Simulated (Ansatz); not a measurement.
## Si₂₅C₂₄: single-point calculation (part 2 of 2)

Si₂₅C₂₄ (defect cell, 49 atoms in the cell); DFT PBE, scalar-relativistic, plane waves, PAW, spin-polarised (Ansatz 0.2.0); cutoff 420 eV, 2×2×2 k-mesh, Gaussian smearing of 0.05 eV, collinear spins. The structure derives from an entry of the Crystallography Open Database.

### Output, continued
```
--- Forces (eV/Å), atoms counted from 1 ---
  atom   1  Si    -0.00030578     0.00005184    -0.00321469
  atom   2  Si    -0.00154175    -0.00039477     0.00203422
  atom   3  Si     0.00070547     0.00025681     0.00040861
  atom   4  Si     0.00026940    -0.00031375    -0.00151729
  atom   5  Si    -0.00352477     0.01052523    -0.00110280
  atom   6  Si     0.00077772     0.00079598     0.00075707
  atom   7  Si    -0.00536432    -0.00277940     0.00009859
  atom   8  Si     0.00809417    -0.00870229    -0.00040271
  atom   9  Si     0.00275260     0.00073792    -0.00379975
  atom  10  Si     0.00091265    -0.00392702     0.00684455
  atom  11  Si     0.00105149    -0.00175412     0.01022015
  atom  12  Si     0.01534026     0.00729123     0.00269541
  atom  13  Si    -0.00030939    -0.00391599    -0.00721520
  atom  14  Si     0.00096309     0.00449840    -0.00932993
  atom  15  Si     0.00762612     0.00135522    -0.00808251
  atom  16  Si    -0.00666657     0.00109298    -0.00988819
  atom  17  Si    -0.00147189    -0.00341316     0.00188106
  atom  18  Si     0.00356094    -0.00075409    -0.00535860
  atom  19  Si    -0.00614808    -0.00014279     0.00724102
  atom  20  Si    -0.00005917     0.00052514     0.00087075
  atom  21  Si     0.00123842     0.00128892     0.00257730
  atom  22  Si    -0.00069134    -0.00688604    -0.00883706
  atom  23  Si    -0.00705340     0.00198764    -0.00713062
  atom  24  Si     0.00704893     0.00275443    -0.00659786
  atom  25  C     -0.00146543    -0.00031560    -0.00639153
  atom  26  C     -0.00446073    -0.00597073     0.00011581
  atom  27  C     -0.00964042     0.00166155     0.00089953
  atom  28  C      0.01118485     0.00836753     0.00076161
  atom  29  C     -0.00051965    -0.00440635     0.00466685
  atom  30  C      0.00054784     0.00092933     0.00278283
  atom  31  C      0.00305859     0.00152539     0.00729241
  atom  32  C     -0.00470102     0.00225337     0.00447904
  atom  33  C     -0.00100146     0.00009444     0.00711980
  atom  34  C      0.00048764     0.00040463     0.00891985
  atom  35  C     -0.00051825    -0.00064158     0.00535658
  atom  36  C      0.00001276    -0.00063949     0.00382705
  atom  37  C      0.00564801    -0.00176329    -0.00125047
  atom  38  C     -0.00546911     0.00030026    -0.00561274
  atom  39  C      0.00132693    -0.00133482    -0.00224496
  atom  40  C     -0.00255794     0.00593810    -0.00003725
  atom  41  C     -0.00118841    -0.00191006    -0.00384848
  atom  42  C     -0.00142438    -0.00212734    -0.00315799
  atom  43  C     -0.00192501    -0.00007660    -0.00297229
  atom  44  C     -0.00026514    -0.00006429    -0.00317235
  atom  45  C      0.00212105     0.00025319     0.01004193
  atom  46  C     -0.00363755     0.00798121     0.00304348
  atom  47  C      0.00707276    -0.00653316     0.00288691
  atom  48  C     -0.00608426    -0.00183388     0.00164363
  atom  49  Si    -0.00380666    -0.00226791     0.00171339
  max |Σ_I F_I| component: 1.41e-5 eV/Å
--- Band table (eV; the first three rows and the last of 16) ---
  k-point 0 ↑: bands = ["-6.4090", "-5.2500", "-5.1534", "-3.9531", "-3.6387", "-2.9589", "-2.9545", "-2.7573", "-2.1853", "-2.0628", "-2.0565", "-2.0262", "-1.9064", "-1.8204", "-1.7352", "-1.6574", "-1.6437", "-1.5556", "-1.1425", "-1.1118", "-1.0168", "-0.6926", "-0.6869", "-0.6701", "0.2054", "1.0119", "1.0181", "1.0769", "1.2571", "1.3852", "1.5455", "1.7669", "2.0261", "2.1062", "2.2293", "2.3033", "2.3636", "2.4056", "2.4718", "2.8376", "2.9228", "2.9238", "3.1458", "3.3661", "3.5433", "4.7141", "4.9191", "5.2433", "5.3282", "5.7507", "5.7730", "5.8243", "5.8843", "5.9257", "6.0699", "6.2079", "6.3798", "6.5229", "6.5314", "6.7330", "6.7988", "6.8067", "6.9507", "6.9602", "7.1411", "7.1683", "7.3585", "7.3988", "7.4390", "7.4724", "7.5692", "7.7597", "7.9063", "7.9511", "8.0319", "8.0857", "8.1336", "8.2039", "8.2363", "8.3237", "8.3389", "8.3621", "8.7341", "8.7491", "8.8125", "8.8285", "8.8389", "8.9476", "8.9571", "9.2503", "9.2582", "9.5361", "9.5435", "9.7781", "9.9624", "9.9692", "10.1515", "11.2557", "11.2958", "11.3515", "11.7905", "11.8107", "12.3648", "12.7463", "12.7887", "12.8764", "13.2453", "13.4759", "13.7963", "14.2247", "14.2387", "14.3050", "14.3894", "14.4731", "14.5143", "14.6623", "14.8273", "14.8345", "15.1662", "15.2482", "15.3037", "15.3343", "15.4029", "15.4581", "15.5582", "15.6046", "16.0098", "16.1207", "16.2731", "16.2756", "16.3026", "16.3865", "16.4157", "16.5156", "16.7663", "16.8021", "17.0085", "17.0255", "17.0389", "17.0835", "17.1112", "17.1209", "17.3519", "17.3607", "17.4474", "17.4706", "17.5934", "17.6253"]
  k-point 1 ↑: bands = ["-6.4058", "-5.4178", "-4.7268", "-4.5216", "-3.1305", "-2.9588", "-2.9547", "-2.7395", "-2.4342", "-2.0712", "-2.0627", "-2.0459", "-1.8836", "-1.8335", "-1.7967", "-1.6716", "-1.6011", "-1.5039", "-1.1310", "-1.1281", "-1.0711", "-0.7022", "-0.6932", "-0.6344", "0.2551", "1.0150", "1.0242", "1.2160", "1.4629", "1.6059", "1.6879", "1.7236", "1.8574", "2.0312", "2.0324", "2.0538", "2.1866", "2.3334", "2.4249", "2.8051", "2.8752", "2.9263", "3.1384", "3.1699", "4.6649", "4.7812", "5.0698", "5.1403", "5.3608", "5.3912", "5.4738", "5.7615", "5.7894", "5.8559", "6.0103", "6.2862", "6.5146", "6.5278", "6.5505", "6.6928", "6.7667", "6.8339", "6.9066", "6.9380", "6.9678", "7.0032", "7.2835", "7.4685", "7.5480", "7.5834", "7.6482", "7.8484", "7.9183", "8.0452", "8.0594", "8.0861", "8.0973", "8.1700", "8.2896", "8.3389", "8.3392", "8.6964", "8.7509", "8.7839", "8.7986", "8.8062", "8.8224", "9.0309", "9.0380", "9.1696", "9.1774", "9.2521", "9.5732", "9.5801", "9.9538", "9.9605", "10.1978", "11.2800", "11.3149", "11.3479", "11.7991", "11.8244", "12.4070", "12.7263", "12.7639", "12.9277", "13.3535", "13.6112", "13.6803", "13.9936", "14.2437", "14.3223", "14.3427", "14.4434", "14.5169", "14.7315", "14.7937", "14.8451", "15.1620", "15.2501", "15.2804", "15.3563", "15.4341", "15.5745", "15.5754", "15.7209", "15.8257", "16.0487", "16.0712", "16.2813", "16.3748", "16.4635", "16.5364", "16.5413", "16.7453", "16.7874", "16.7880", "16.9417", "16.9484", "17.0260", "17.2358", "17.2475", "17.3350", "17.3941", "17.4511", "17.5305", "17.5667", "17.5791"]
  k-point 2 ↑: bands = ["-5.7596", "-4.9077", "-4.2394", "-4.1058", "-4.0987", "-4.0880", "-3.2628", "-3.2224", "-2.8373", "-2.7948", "-2.6268", "-2.5870", "-2.4276", "-2.4057", "-1.8858", "-1.8795", "-1.7282", "-1.7184", "-1.2783", "-1.2352", "-0.9146", "-0.8622", "-0.4010", "-0.3927", "1.2287", "1.7135", "2.0687", "2.1284", "2.4258", "2.5357", "2.5743", "2.7563", "2.7926", "2.8017", "3.1611", "3.3954", "3.4152", "3.6447", "3.6561", "3.6821", "3.7362", "3.8643", "3.9188", "4.2051", "4.5717", "4.7255", "4.7539", "4.8415", "4.9520", "4.9577", "5.1193", "5.1622", "5.1786", "5.2035", "5.2407", "5.3134", "5.6293", "5.6952", "5.7732", "5.8894", "5.9084", "6.0337", "6.0362", "6.0514", "6.1200", "6.2029", "6.3550", "6.4314", "6.7355", "6.7889", "6.8237", "7.0695", "7.3333", "7.3504", "7.4319", "7.5341", "7.6916", "7.7196", "7.7341", "7.7397", "7.7526", "7.7919", "8.0347", "8.1181", "8.1240", "8.2190", "8.2852", "8.2900", "8.4243", "8.5016", "8.7360", "8.7433", "9.1650", "9.1752", "9.3884", "9.3965", "10.9879", "12.5192", "12.9071", "12.9832", "13.0822", "13.3841", "13.5966", "13.6191", "13.9523", "14.0325", "14.0466", "14.1444", "14.3333", "14.3451", "14.4703", "14.4913", "14.9744", "15.1566", "15.2037", "15.4075", "15.5988", "15.7041", "15.7671", "15.8798", "16.1182", "16.1809", "16.2274", "16.2689", "16.5151", "16.5166", "16.6491", "16.6530", "16.7330", "16.9228", "17.0861", "17.0941", "17.1930", "17.2964", "17.3328", "17.4316", "17.4757", "17.5787", "17.6606", "17.8019", "17.9707", "17.9778", "18.0068", "18.2328", "18.2558", "18.3782", "18.4372", "18.4789"]
  k-point 7 ↓: bands = ["-5.7503", "-4.8888", "-4.3169", "-4.2558", "-3.9094", "-3.8248", "-3.3806", "-3.2180", "-3.1304", "-2.9389", "-2.3844", "-2.3780", "-2.3086", "-2.2682", "-2.0611", "-2.0157", "-1.5717", "-1.5103", "-1.3628", "-1.3526", "-0.9927", "-0.9372", "-0.3815", "-0.3570", "1.2633", "1.8181", "2.1346", "2.2377", "2.4452", "2.5332", "2.6074", "2.7704", "2.8276", "2.9058", "3.1081", "3.2080", "3.3159", "3.3431", "3.4817", "3.7484", "3.8525", "4.0938", "4.1023", "4.2369", "4.5500", "4.6759", "4.7170", "4.7472", "4.9844", "5.0232", "5.0950", "5.1690", "5.2688", "5.3227", "5.4839", "5.5221", "5.5832", "5.6028", "5.7236", "5.7671", "5.9102", "5.9308", "6.0513", "6.1679", "6.3671", "6.4324", "6.4596", "6.5312", "6.7482", "6.7803", "6.8082", "7.0417", "7.0977", "7.1692", "7.3807", "7.4322", "7.5143", "7.5213", "7.6289", "7.6450", "7.8574", "7.9378", "8.0998", "8.1746", "8.2816", "8.3238", "8.3557", "8.3906", "8.4247", "8.4707", "8.8026", "8.8441", "9.0869", "9.1072", "9.3669", "9.3729", "11.0076", "12.5256", "12.9176", "12.9971", "13.1369", "13.4824", "13.7512", "13.7721", "14.0253", "14.1064", "14.1373", "14.2037", "14.3148", "14.3325", "14.4525", "14.5100", "14.9141", "15.2059", "15.3008", "15.3626", "15.5509", "15.6292", "15.8283", "15.8831", "16.0335", "16.0916", "16.1505", "16.2360", "16.4687", "16.5309", "16.6901", "16.8633", "16.8817", "17.0042", "17.0401", "17.1212", "17.1461", "17.2476", "17.2905", "17.5113", "17.5442", "17.6637", "17.7834", "17.9925", "18.0536", "18.1231", "18.1639", "18.2135", "18.2728", "18.3658", "18.5250", "18.5445"]
--- Löwdin populations: 49 sites ---
  site symbol       q [e]    m [muB]
     0     Si      2.9379     0.0004
     1     Si      2.9348     0.0009
     2     Si      2.9381     0.0008
     3     Si      2.9381     0.0008
     4     Si      2.9392     0.0298
     5     Si      2.9350     0.0271
     6     Si      2.9392     0.0298
     7     Si      2.9392     0.0298
     8     Si      2.9085     0.0300
     9     Si      2.9571     0.0393
    10     Si      2.9570     0.0392
    11     Si      2.9574     0.0391
    12     Si      2.9306    -0.0000
    13     Si      2.9312     0.0000
    14     Si      2.9316     0.0002
    15     Si      2.9316     0.0002
    16     Si      2.9509     0.0048
    17     Si      2.9860    -0.0004
    18     Si      2.9513     0.0052
    19     Si      2.9511     0.0052
    20     Si      2.9177     0.0086
    21     Si      2.9161     0.0086
    22     Si      2.9159     0.0088
    23     Si      2.9159     0.0088
    24      C      5.0072    -0.0018
    25      C      4.9325     0.0049
    26      C      4.9327     0.0050
    27      C      4.9329     0.0049
    28      C      5.0075     0.0048
    29      C      5.0053    -0.0011
    30      C      5.0074     0.0048
    31      C      5.0075     0.0048
    32      C      5.0014    -0.0002
    33      C      4.9944     0.0010
    34      C      5.0011     0.0009
    35      C      5.0011     0.0009
    36      C      4.9812     0.0145
    37      C      5.0184    -0.0086
    38      C      4.9810     0.0147
    39      C      4.9811     0.0147
    40      C      5.0060     0.0021
    41      C      4.9943    -0.0000
    42      C      5.0059     0.0022
    43      C      5.0060     0.0022
    44      C      4.9872    -0.0079
    45      C      4.9955     0.0118
    46      C      4.9956     0.0114
    47      C      4.9955     0.0113
    48     Si      3.3119    -0.0007
  spilling = 0.012235 (of n_electrons = 196.000000)
--- Bader charges: 49 sites ---
  site symbol  charge [e]  shift [e]    m [muB]
     0     Si      2.7867     0.0157     0.0002
     1     Si      2.7857     0.0160     0.0006
     2     Si      2.7863     0.0157     0.0005
     3     Si      2.7863     0.0157     0.0005
     4     Si      2.7836     0.0159     0.0148
     5     Si      2.7826     0.0158     0.0140
     6     Si      2.7835     0.0159     0.0149
     7     Si      2.7834     0.0159     0.0149
     8     Si      2.8118     0.0171     0.0140
     9     Si      2.7001     0.0182     0.0201
    10     Si      2.7003     0.0182     0.0201
    11     Si      2.6998     0.0182     0.0200
    12     Si      2.7907     0.0152     0.0001
    13     Si      2.7911     0.0152     0.0001
    14     Si      2.7903     0.0152     0.0002
    15     Si      2.7902     0.0152     0.0002
    16     Si      2.6711     0.0157     0.0027
    17     Si      2.6980     0.0152     0.0000
    18     Si      2.6702     0.0157     0.0028
    19     Si      2.6707     0.0157     0.0028
    20     Si      2.7968     0.0148     0.0046
    21     Si      2.8030     0.0164     0.0044
    22     Si      2.8022     0.0160     0.0045
    23     Si      2.8023     0.0160     0.0045
    24      C     -2.8753     0.0159     0.0096
    25      C     -2.9087     0.0198     0.0102
    26      C     -2.9082     0.0198     0.0101
    27      C     -2.9081     0.0198     0.0101
    28      C     -2.8011     0.0161     0.0078
    29      C     -2.8039     0.0166     0.0083
    30      C     -2.8000     0.0157     0.0079
    31      C     -2.8001     0.0157     0.0079
    32      C     -2.8149     0.0156     0.0001
    33      C     -2.8104     0.0152     0.0020
    34      C     -2.8141     0.0156     0.0017
    35      C     -2.8142     0.0156     0.0017
    36      C     -2.7726     0.0156     0.0319
    37      C     -2.8428     0.0171     0.0421
    38      C     -2.7723     0.0156     0.0322
    39      C     -2.7725     0.0156     0.0321
    40      C     -2.8489     0.0155     0.0021
    41      C     -2.8558     0.0167     0.0000
    42      C     -2.8487     0.0155     0.0021
    43      C     -2.8488     0.0155     0.0021
    44      C     -2.8186     0.0160     0.0303
    45      C     -2.8123     0.0164     0.0246
    46      C     -2.8126     0.0164     0.0247
    47      C     -2.8125     0.0164     0.0247
    48     Si      1.6108     0.0092    -0.0005
  estimated error of the sums over rays = 5.8e-4 e
```

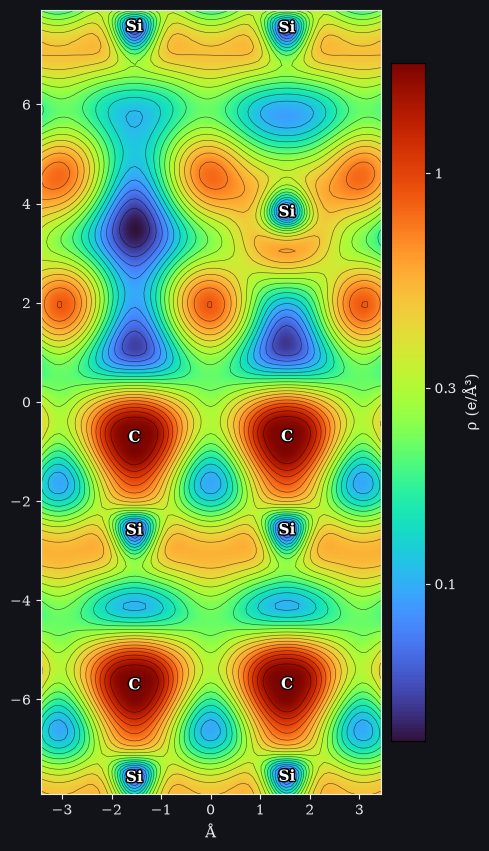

*Valence charge density (pseudo) on the (010) plane of the calculation cell.*

Si–C (1.86 Å): ρ is about 0.92 e/Å³ halfway. Away from the nuclei the density in this plane falls to 0.04 e/Å³ at its lowest. In a PAW calculation such maps are meaningful between the atoms, not at the nuclei.

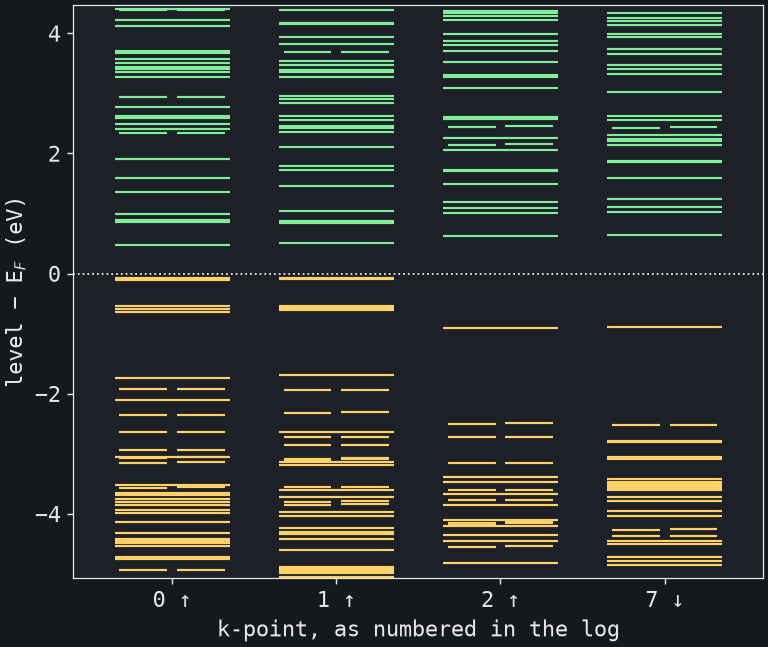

*Kohn–Sham levels near the Fermi level (dotted) at the few k-points that the log prints; levels within 0.02 eV of each other stand side by side.*

The system is metallic on the full mesh.

### Results in brief

- outcome: converged
- electrons treated: 196
- free energy: −21917.4535 eV
- Fermi energy: 11.890 eV
- gap on the k-point mesh: none (metallic)
- net moment of the cell: 0.49 μB
- integrated absolute moment: 0.54 μB
- largest force (length of the vector): 0.017 eV/Å
- hardware: 4 threads of Arm Neoverse V1, 24 GiB of memory available, shared host
- wall time: 3.9 min (CPU time 15 min)
- peak memory: 2.4 GiB

### Remarks

The k-point mesh is coarse for a cell of this size, so the results may not be converged.
